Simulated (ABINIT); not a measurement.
# Rpa calculation of SiC (part 4 of 4)

Continued. System: SiC (F-43m, 2 atoms in the cell). Method: Kohn-Sham DFT of a periodic cell, LDA, PseudoDojo NC SR LDA v0.4.1 standard, RPA, no spin polarisation (ABINIT 10.8.3); cutoff 1006.82 eV, 6×6×6 k-mesh, fixed occupations. The structure derives from an entry of the Crystallography Open Database.

Geometry of the input (Å; fractional positions):
```
0.0000  2.1790  2.1790
2.1790  0.0000  2.1790
2.1790  2.1790  0.0000
Si 0.0000  0.0000  0.0000
C  0.7500  0.7500  0.7500
```

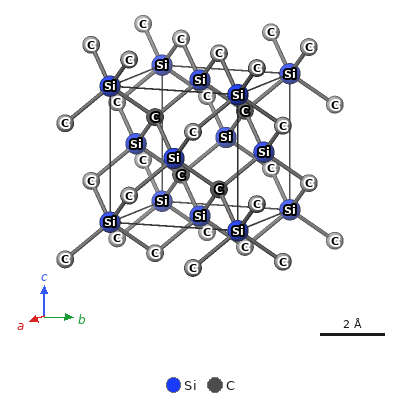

The structure (ball-and-stick view of the cell 4 times as large as that of the calculation, set on its symmetry axes, seen slightly off an axis; neighbours outside the cell are drawn fainter).

Output, continued
```
  Average fulfillment of the sum rule on Im[epsilon] for q-point    1 :     92.98  [%]
--------------------------------------------------------------------------------
  q-point number  2        q = ( 0.166667, 0.000000, 0.000000) [r.l.u.]
--------------------------------------------------------------------------------
  Average fulfillment of the sum rule on Im[epsilon] for q-point    2 :     96.39  [%]

--------------------------------------------------------------------------------
  q-point number  3        q = ( 0.333333, 0.000000, 0.000000) [r.l.u.]
--------------------------------------------------------------------------------
  Average fulfillment of the sum rule on Im[epsilon] for q-point    3 :     95.20  [%]

--------------------------------------------------------------------------------
  q-point number  4        q = ( 0.500000, 0.000000, 0.000000) [r.l.u.]
--------------------------------------------------------------------------------
  Average fulfillment of the sum rule on Im[epsilon] for q-point    4 :     94.75  [%]

--------------------------------------------------------------------------------
  q-point number  5        q = ( 0.166667, 0.166667, 0.000000) [r.l.u.]
--------------------------------------------------------------------------------
  Average fulfillment of the sum rule on Im[epsilon] for q-point    5 :     96.22  [%]

--------------------------------------------------------------------------------
  q-point number  6        q = ( 0.333333, 0.166667, 0.000000) [r.l.u.]
--------------------------------------------------------------------------------
  Average fulfillment of the sum rule on Im[epsilon] for q-point    6 :     95.32  [%]

--------------------------------------------------------------------------------
  q-point number  7        q = ( 0.500000, 0.166667, 0.000000) [r.l.u.]
--------------------------------------------------------------------------------
  Average fulfillment of the sum rule on Im[epsilon] for q-point    7 :     94.73  [%]

--------------------------------------------------------------------------------
  q-point number  8        q = (-0.333333, 0.166667, 0.000000) [r.l.u.]
--------------------------------------------------------------------------------
  Average fulfillment of the sum rule on Im[epsilon] for q-point    8 :     94.85  [%]

--------------------------------------------------------------------------------
  q-point number  9        q = (-0.166667, 0.166667, 0.000000) [r.l.u.]
--------------------------------------------------------------------------------
  Average fulfillment of the sum rule on Im[epsilon] for q-point    9 :     95.62  [%]

--------------------------------------------------------------------------------
  q-point number 10        q = ( 0.333333, 0.333333, 0.000000) [r.l.u.]
--------------------------------------------------------------------------------
  Average fulfillment of the sum rule on Im[epsilon] for q-point   10 :     94.97  [%]

--------------------------------------------------------------------------------
  q-point number 11        q = ( 0.500000, 0.333333, 0.000000) [r.l.u.]
--------------------------------------------------------------------------------
  Average fulfillment of the sum rule on Im[epsilon] for q-point   11 :     94.65  [%]

--------------------------------------------------------------------------------
  q-point number 12        q = (-0.333333, 0.333333, 0.000000) [r.l.u.]
--------------------------------------------------------------------------------
  Average fulfillment of the sum rule on Im[epsilon] for q-point   12 :     94.63  [%]

--------------------------------------------------------------------------------
  q-point number 13        q = ( 0.500000, 0.500000, 0.000000) [r.l.u.]
--------------------------------------------------------------------------------
  Average fulfillment of the sum rule on Im[epsilon] for q-point   13 :     94.61  [%]

--------------------------------------------------------------------------------
  q-point number 14        q = ( 0.500000, 0.333333, 0.166667) [r.l.u.]
--------------------------------------------------------------------------------
  Average fulfillment of the sum rule on Im[epsilon] for q-point   14 :     94.81  [%]

--------------------------------------------------------------------------------
  q-point number 15        q = (-0.333333, 0.333333, 0.166667) [r.l.u.]
--------------------------------------------------------------------------------
  Average fulfillment of the sum rule on Im[epsilon] for q-point   15 :     94.65  [%]

--------------------------------------------------------------------------------
  q-point number 16        q = (-0.333333, 0.500000, 0.166667) [r.l.u.]
--------------------------------------------------------------------------------
  Average fulfillment of the sum rule on Im[epsilon] for q-point   16 :     94.66  [%]

== END DATASET(S) ==============================================================
================================================================================

 -outvars: echo values of variables after computation  --------
            acell      1.0000000000E+00  1.0000000000E+00  1.0000000000E+00 Bohr
           etotal1    -1.0316018759E+01
           etotal3     0.0000000000E+00
           etotal4     0.0000000000E+00
           etotal5     0.0000000000E+00
            fcart1    -0.0000000000E+00 -0.0000000000E+00 -0.0000000000E+00
                      -0.0000000000E+00 -0.0000000000E+00 -0.0000000000E+00
            fcart3     0.0000000000E+00  0.0000000000E+00  0.0000000000E+00
                       0.0000000000E+00  0.0000000000E+00  0.0000000000E+00
            fcart4     0.0000000000E+00  0.0000000000E+00  0.0000000000E+00
                       0.0000000000E+00  0.0000000000E+00  0.0000000000E+00
            fcart5     0.0000000000E+00  0.0000000000E+00  0.0000000000E+00
                       0.0000000000E+00  0.0000000000E+00  0.0000000000E+00
            rprim      0.0000000000E+00  4.1177132256E+00  4.1177132256E+00
                       4.1177132256E+00  0.0000000000E+00  4.1177132256E+00
                       4.1177132256E+00  4.1177132256E+00  0.0000000000E+00
           strten1     1.7595198255E-04  1.7595198255E-04  1.7595198255E-04
                       0.0000000000E+00  0.0000000000E+00  0.0000000000E+00
           strten3     0.0000000000E+00  0.0000000000E+00  0.0000000000E+00
                       0.0000000000E+00  0.0000000000E+00  0.0000000000E+00
           strten4     0.0000000000E+00  0.0000000000E+00  0.0000000000E+00
                       0.0000000000E+00  0.0000000000E+00  0.0000000000E+00
           strten5     0.0000000000E+00  0.0000000000E+00  0.0000000000E+00
                       0.0000000000E+00  0.0000000000E+00  0.0000000000E+00
           xangst      0.0000000000E+00  0.0000000000E+00  0.0000000000E+00
                       3.2684999978E+00  3.2684999978E+00  3.2684999978E+00
             xred      0.0000000000E+00  0.0000000000E+00  0.0000000000E+00
                       7.5000000000E-01  7.5000000000E-01  7.5000000000E-01
 Calculation completed.
```

Key numbers

- outcome: converged
- space group (tolerance 0.01 Å): F-43m (216)
- electrons treated: 8
- gap on the k-point mesh: 1.32 eV
- wall time: 4.8 min
- peak memory: 0.31 GiB

Points of doubt noted for this run: rpa lacks q0 head.
